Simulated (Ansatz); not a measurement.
## Run report: ZnO, geometry relaxation (part 2 of 2)

The same run, continued: ZnO (P6₃mc, 4 atoms in the cell); DFT, r2SCAN, plane waves, PAW, no spin polarisation (Ansatz 0.2.0); cutoff 500 eV, 12×12×4 k-mesh, Fermi–Dirac smearing of 0.02 eV. The structure was built on a prototype by a generator. The geometry comes from this level: PBE.

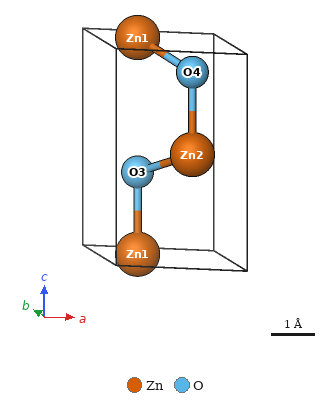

The geometry at step 3 of the log (ball-and-stick view of the cell of the calculation, seen slightly off an axis; atoms are numbered from 1 in the order of the input).

```
basis re-selected at this cell: Δ(F+E_penalty+E_count) = +1.273e-3 eV, ΔP = -0.000 GPa vs the last step (what re-selecting the basis moved, of the pressure what is left beyond the Pulay correction that the steps carried, after the strain that the cell walked since its last selection, with what the two solves' SCF thresholds leave and, on support functions, any second-order correction that the steps lacked; it is no measure of the basis error at this ecutwfc). This SCF's stress stands 1.38e-3 GPa from its target on what of the cell is left free (relax.cell.stress_tol is 5.00e-2 GPa) and its largest allowed force component is 9.39e-4 eV/Å (relax.f_tol is 5.00e-3 eV/Å): within both
SCF converged after 7 iterations
Free energy (F): -7789.852795 eV
Harris-Foulkes:  -7789.852795 eV  (|F-HF|=2.73e-12)
Internal energy: -7789.852795 eV  (E = F + TS)
E sigma→0 (E₀):  -7789.852795 eV
Fermi energy:    7.597128 eV
--- Per-component energies (eV) ---
  E_band       = 49.660747
  E_kinetic    = 612.816569
  E_local      = -4005.932929  (includes V_loc(G=0)·N_el)
  E_nonlocal   = 1342.601830
  E_hartree    = 1653.186729
  E_xc         = -392.762369
  E_vxc        = -315.764744  (∫ρ·V_xc dr)
  E_paw        = -4029.071044  (= ΣΔE_a)
  E_vpaw       = -909.582498  (= ΣTr[D̂ρ^β])
  E_aug_tail   = 0.001863  (compensation charges beyond the density's cutoff)
  E_vtau       = 19.147016  (kinetic-family band-sum trace: ∫τ·v_τ [+ j·A + Jᵃ·Aᵃ] dr)
  E_ewald      = -2970.264323
  E_core_change = -0.429119  (= ΣΔE_core)
  E_smearing   = -0.000000  (= −TS)
  E_closure    = -0.000000  (closes the sum)
  Σ components = -7789.852795   (vs F -7789.852795, Δ=0.00e0)
--- Forces (eV/Å), atoms counted from 1 ---
  atom   1  Zn     0.00000000     0.00000000     0.00089866
  atom   2  Zn    -0.00000000    -0.00000000     0.00089866
  atom   3  O     -0.00000000    -0.00000000    -0.00097890
  atom   4  O      0.00000000     0.00000000    -0.00097890
  max |Σ_I F_I| component: 1.60e-4 eV/Å
--- Stress (GPa, compression-positive) ---
       -0.001382      -0.000000       0.000000
       -0.000000      -0.001382      -0.000000
        0.000000      -0.000000       0.000116
  P = ⅓ Tr σ = -0.0009 GPa (-0.009 kbar)
--- Band table (eV; the first three rows and the last of 57) ---
  k-point 0: bands = ["-12.1578", "-11.4584", "1.1135", "1.1135", "1.1703", "1.2392", "1.3201", "1.3201", "2.3810", "2.3810", "2.5890", "2.5890", "2.8642", "6.1541", "6.1541", "6.8731", "6.9692", "6.9692", "8.2069", "12.8565", "15.8018", "20.7367"]
  k-point 1: bands = ["-12.0598", "-11.5655", "1.0303", "1.0702", "1.1318", "1.1318", "1.2766", "1.2766", "2.4215", "2.4215", "2.5698", "2.5698", "3.5078", "5.9762", "6.2760", "6.2760", "6.8527", "6.8527", "9.2976", "12.2724", "16.3341", "20.1116"]
  k-point 2: bands = ["-11.8172", "-11.8172", "0.9334", "0.9334", "1.1919", "1.1919", "1.1919", "1.1919", "2.5060", "2.5060", "2.5060", "2.5060", "4.7199", "4.7199", "6.5670", "6.5670", "6.5670", "6.5670", "10.9082", "10.9082", "17.8130", "17.8130"]
  k-point 56: bands = ["-11.3246", "-11.3246", "1.1380", "1.1380", "1.3441", "1.3441", "1.9229", "1.9229", "2.3871", "2.3871", "2.9041", "2.9041", "3.2179", "3.2179", "4.2270", "4.2270", "5.6800", "5.6800", "15.4976", "15.4976", "15.7011", "15.7011"]
--- Relaxed structure (4 steps of the walk, 4 accepted, 1 SCFs on fresh bases) ---
  F+E_penalty+E_count = -7789.85279517 eV   max|allowed force component| = 9.388e-4 eV/Å   (the final SCF, on the basis selected at the relaxed cell)
  cell:  # Å, volume = 47.2376 Å³
    - [3.2353406703300327, 5.695948750364484e-11, 9.186170872597202e-34]
    - [-1.6176703352143447, 2.801887210374303, 7.340100572006969e-34]
    - [-7.4146042260687335e-34, 7.4146042260687335e-34, 5.21095225947545]
  atoms:
    - { symbol: Zn, position: [0.33333333333333326, 0.6666666666666665, -0.0023477325047780453] }
    - { symbol: Zn, position: [0.6666666666666665, 0.3333333333333333, 0.497652267495222] }
    - { symbol: O, position: [0.33333333333333326, 0.6666666666666665, 0.377347732504778] }
    - { symbol: O, position: [0.6666666666666665, 0.3333333333333333, 0.8773477325047778] }
```

### File rho_z.tsv
```
# z_ang	rho[e/angstrom^3]
# format = ansatz-planar-average/11
# lattice	3.235340670	0.000000000	0.000000000
# lattice	-1.617670335	2.801887210	0.000000000
# lattice	-0.000000000	0.000000000	5.210952259
# sites	4
# site	30	-0.000000000	1.867924807	-0.012233922
# site	30	1.617670335	0.933962403	2.593242208
# site	8	-0.000000000	1.867924807	1.966341019
# site	8	1.617670335	0.933962403	4.571817149
0.000000	1.943795e0
0.130274	1.581029e0
0.260548	1.008124e0
0.390821	5.595485e-1
0.521095	3.149529e-1
0.651369	1.990583e-1
0.781643	1.449197e-1
0.911917	1.261660e-1
1.042190	1.342782e-1
1.172464	1.677103e-1
1.302738	2.306940e-1
1.433012	3.349701e-1
1.563286	4.867211e-1
1.693559	6.645759e-1
1.823833	8.281674e-1
1.954107	9.495280e-1
2.084381	1.043357e0
2.214655	1.189943e0
2.344929	1.486039e0
2.475202	1.848520e0
2.605476	1.943795e0
2.735750	1.581029e0
2.866024	1.008124e0
2.996298	5.595485e-1
3.126571	3.149529e-1
3.256845	1.990583e-1
3.387119	1.449197e-1
3.517393	1.261660e-1
3.647667	1.342782e-1
3.777940	1.677103e-1
3.908214	2.306940e-1
4.038488	3.349701e-1
4.168762	4.867211e-1
4.299036	6.645759e-1
4.429309	8.281674e-1
4.559583	9.495280e-1
4.689857	1.043357e0
4.820131	1.189943e0
4.950405	1.486039e0
5.080678	1.848520e0
```

### File v_z.tsv
```
# z_ang	v_es[eV]	v_tot[eV]
# format = ansatz-planar-average/11
# xc	r2scan
# density_cutoff_ev	2000
# datasets	Zn=:simpson_from_first_knot:soft:shift=0	O=:simpson_from_first_knot:soft:shift=0
# lattice	3.235340670	0.000000000	0.000000000
# lattice	-1.617670335	2.801887210	0.000000000
# lattice	-0.000000000	0.000000000	5.210952259
# sites	4
# site	30	-0.000000000	1.867924807	-0.012233922
# site	30	1.617670335	0.933962403	2.593242208
# site	8	-0.000000000	1.867924807	1.966341019
# site	8	1.617670335	0.933962403	4.571817149
0.000000	-5.931881e-1	-1.445302e1
0.130274	4.338044e-1	-1.247807e1
0.260548	1.415966e0	-1.040692e1
0.390821	2.799445e0	-7.661631e0
0.521095	4.442136e0	-4.738207e0
0.651369	6.283452e0	-1.858215e0
0.781643	8.106989e0	3.509370e-1
0.911917	9.564344e0	2.117293e0
1.042190	1.031523e1	2.852412e0
1.172464	1.058762e1	2.526079e0
1.302738	1.016069e1	1.369504e0
1.433012	8.631150e0	-1.215553e0
1.563286	6.676788e0	-4.236699e0
1.693559	4.410584e0	-7.538125e0
1.823833	1.872916e0	-1.078811e1
1.954107	-3.726913e-1	-1.377876e1
2.084381	-1.888410e0	-1.598770e1
2.214655	-2.581296e0	-1.721343e1
2.344929	-2.537124e0	-1.731832e1
2.475202	-1.811899e0	-1.628319e1
2.605476	-5.931881e-1	-1.445302e1
2.735750	4.338044e-1	-1.247807e1
2.866024	1.415966e0	-1.040692e1
2.996298	2.799445e0	-7.661631e0
3.126571	4.442136e0	-4.738207e0
3.256845	6.283452e0	-1.858215e0
3.387119	8.106989e0	3.509370e-1
3.517393	9.564344e0	2.117293e0
3.647667	1.031523e1	2.852412e0
3.777940	1.058762e1	2.526079e0
3.908214	1.016069e1	1.369504e0
4.038488	8.631150e0	-1.215553e0
4.168762	6.676788e0	-4.236699e0
4.299036	4.410584e0	-7.538125e0
4.429309	1.872916e0	-1.078811e1
4.559583	-3.726913e-1	-1.377876e1
4.689857	-1.888410e0	-1.598770e1
4.820131	-2.581296e0	-1.721343e1
4.950405	-2.537124e0	-1.731832e1
5.080678	-1.811899e0	-1.628319e1
```

### Trajectory as extended XYZ (Å, eV, eV/Å), 5 frames, from step=1 to step=5
```
4
Lattice="3.2794 0.0000 0.0000 -1.6397 2.8400 0.0000 0.0000 0.0000 5.2939" Properties=species:S:1:pos:R:3:forces:R:3 step=1 energy=-7789.81353 pressure_GPa=-5.85
Zn    0.0000    1.8934   -0.0107    0.0000   0.0000  -0.0033
Zn    1.6397    0.9467    2.6362    0.0000   0.0000  -0.0033
O     0.0000    1.8934    1.9959    0.0000   0.0000   0.0032
O     1.6397    0.9467    4.6429    0.0000   0.0000   0.0032
4
Lattice="3.2562 0.0000 0.0000 -1.6281 2.8199 0.0000 0.0000 0.0000 5.2457" Properties=species:S:1:pos:R:3:forces:R:3 step=2 energy=-7789.84522 pressure_GPa=-2.80
Zn    0.0000    1.8799   -0.0118    0.0000   0.0000  -0.0046
Zn    1.6281    0.9400    2.6111    0.0000   0.0000  -0.0046
O     0.0000    1.8799    1.9789    0.0000   0.0000   0.0045
O     1.6281    0.9400    4.6018    0.0000   0.0000   0.0045
4
Lattice="3.2343 0.0000 0.0000 -1.6171 2.8010 0.0000 0.0000 0.0000 5.2068" Properties=species:S:1:pos:R:3:forces:R:3 step=3 energy=-7789.85406 pressure_GPa=0.22
Zn    0.0000    1.8673   -0.0124    0.0000   0.0000  -0.0013
Zn    1.6171    0.9337    2.5910    0.0000   0.0000  -0.0013
O     0.0000    1.8673    1.9649    0.0000   0.0000   0.0012
O     1.6171    0.9337    4.5683    0.0000   0.0000   0.0012
4
Lattice="3.2353 0.0000 0.0000 -1.6177 2.8019 0.0000 0.0000 0.0000 5.2110" Properties=species:S:1:pos:R:3:forces:R:3 step=4 energy=-7789.85407 pressure_GPa=-0.00
Zn    0.0000    1.8679   -0.0122    0.0000   0.0000   0.0009
Zn    1.6177    0.9340    2.5932    0.0000   0.0000   0.0009
O     0.0000    1.8679    1.9663    0.0000   0.0000  -0.0010
O     1.6177    0.9340    4.5718    0.0000   0.0000  -0.0010
4
Lattice="3.2353 0.0000 0.0000 -1.6177 2.8019 0.0000 0.0000 0.0000 5.2110" Properties=species:S:1:pos:R:3:forces:R:3 step=5 energy=-7789.85279 pressure_GPa=-0.00
Zn    0.0000    1.8679   -0.0122    0.0000   0.0000   0.0009
Zn    1.6177    0.9340    2.5932    0.0000   0.0000   0.0009
O     0.0000    1.8679    1.9663    0.0000   0.0000  -0.0010
O     1.6177    0.9340    4.5718    0.0000   0.0000  -0.0010
```

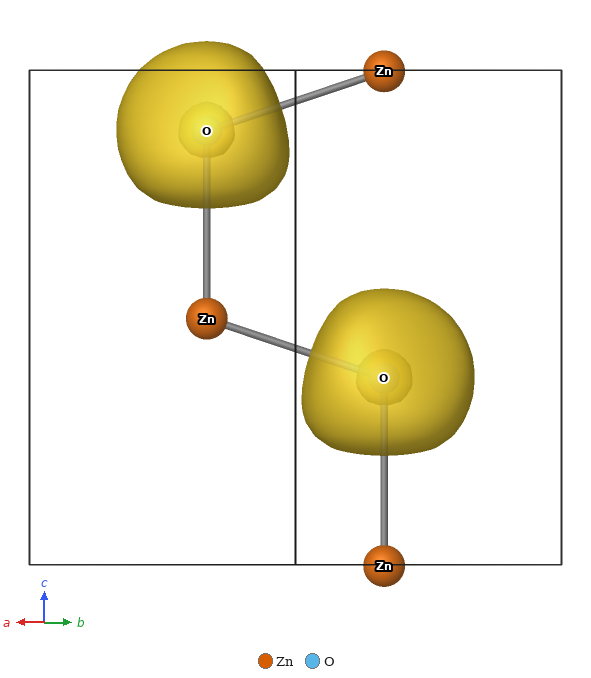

Isosurface of the ELF at 0.6 (yellow), seen along [110]. Only the valence region is drawn (cores and ρ < 0.01 e/Å³ removed). Sticks mark near contacts. The outline is the cell set on symmetry axes. Values along the shortest contacts: Zn–O (1.97 Å): the ELF is about 0.25 at the midpoint. In a PAW calculation such maps are meaningful between the atoms, not at the nuclei.

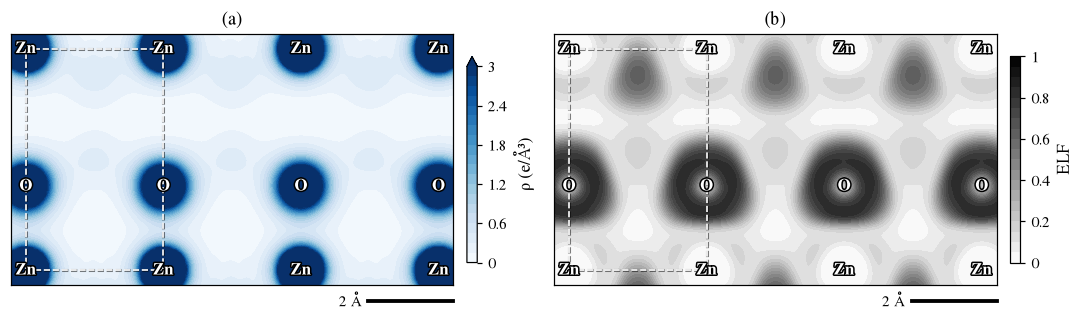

(a) valence electron density; (b) ELF on the (010) plane of the conventional cell. The section cuts through Zn and O sites. Zn–O (1.98 Å): ρ at the midpoint is about 0.59 e/Å³; the ELF is about 0.25 at the midpoint. Away from the nuclei the density in this plane falls to 0.04 e/Å³ at its lowest.

This output came from the following input.

### Input
```yaml
crystal:
  lattice:
    - [3.2793887296, 0.0, 0.0]
    - [-1.6396943649, 2.8400339487, 0.0]
    - [0.0, 0.0, 5.2939075206]
  atoms:
    - { symbol: Zn, position: [0.3333333333, 0.6666666667, -0.0020276136] }
    - { symbol: Zn, position: [0.6666666667, 0.3333333333, 0.4979723864] }
    - { symbol: O, position: [0.3333333333, 0.6666666667, 0.3770276136] }
    - { symbol: O, position: [0.6666666667, 0.3333333333, 0.8770276136] }
kpoints:
  mp_grid: { grid: [12, 12, 4] }
hamiltonian:
  xc: r2scan
scf:
  occupations: { method: fermi_dirac, width: 0.02 }
relax:
  f_tol: 0.005
  cell: {}
output:
  write_density: true
  write_potential: true
  elf: true
  volumetric_format: npy
```

Launched with:
```bash
ansatz run input.yaml --threads 4 --pin off --max-ram 7372MiB --backend cpu --events-out ev --progress --plain --runs-dir out
```

### Key numbers

- outcome: converged
- space group (tolerance 0.01 Å): P6₃mc (186)
- electrons treated: 36
- free energy: −7789.8528 eV
- Fermi energy: 7.597 eV
- gap on the k-point mesh: 1.24 eV
- pressure: 0.00 GPa
- final volume: 47.24 Å³
- largest force (length of the vector) at the end: 0.001 eV/Å
- final cell: a = 3.235 Å, b = 3.235 Å, c = 5.211 Å, α = 90.00°, β = 90.00°, γ = 120.00°
- hardware: 4 threads of Arm Neoverse V1, 24 GiB of memory available, shared host
- wall time: 19 s (CPU time 73 s)
- peak memory: 0.52 GiB
